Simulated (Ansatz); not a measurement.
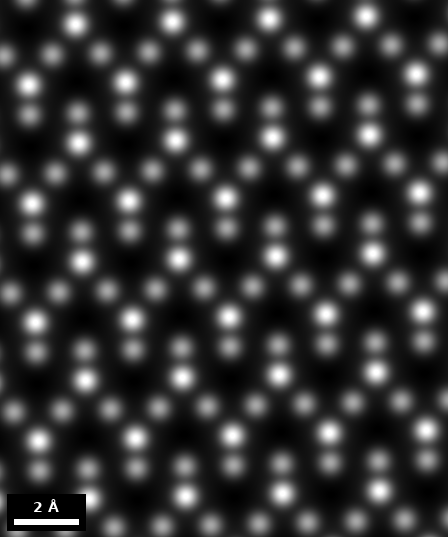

HAADF-like image of Al (Pm-3n, No. 223). The image is simulated as a sum over atoms of Z^1.7, blurred by a 0.50 Å probe (no channelling). The probe carries 25 % of its weight in a tail 2.5 times as wide. The display is stretched by a gamma of 0.65; percentages refer to the linear signal. Structure used: coordinates from a relaxation with Ansatz 0.2.0, DFT, BLYP, plane waves (420 eV) with PAW, scalar-relativistic; the starting structure was generated, so it need not be a known form of this composition.

```cif
data_structure
_symmetry_space_group_name_H-M 'P 1'
_symmetry_Int_Tables_number 1
_cell_length_a 5.2458
_cell_length_b 5.2458
_cell_length_c 5.2458
_cell_angle_alpha 90.000
_cell_angle_beta 90.000
_cell_angle_gamma 90.000
_cell_volume 144.36
loop_
_atom_site_label
_atom_site_type_symbol
_atom_site_fract_x
_atom_site_fract_y
_atom_site_fract_z
_atom_site_occupancy
Al1 Al 0.00000 0.00000 0.00000 1
Al2 Al 0.50000 0.50000 0.50000 1
Al3 Al 0.25000 0.00000 0.50000 1
Al4 Al 0.75000 0.00000 0.50000 1
Al5 Al 0.50000 0.25000 0.00000 1
Al6 Al 0.50000 0.75000 0.00000 1
Al7 Al 0.00000 0.50000 0.25000 1
Al8 Al 0.00000 0.50000 0.75000 1
```

**Along which zone axis is the crystal seen: [210], [110], [211] or [111]? (Directions equivalent by symmetry count as one.)**

[211]. The projected cells are 2.35 × 5.25 Å, 90° for [210]; 2.62 × 3.71 Å, 90° for [110]; 3.03 × 3.71 Å, 90° for [211]; 4.28 × 4.28 Å, 120° for [111], and the image repeats as the [211] one does.
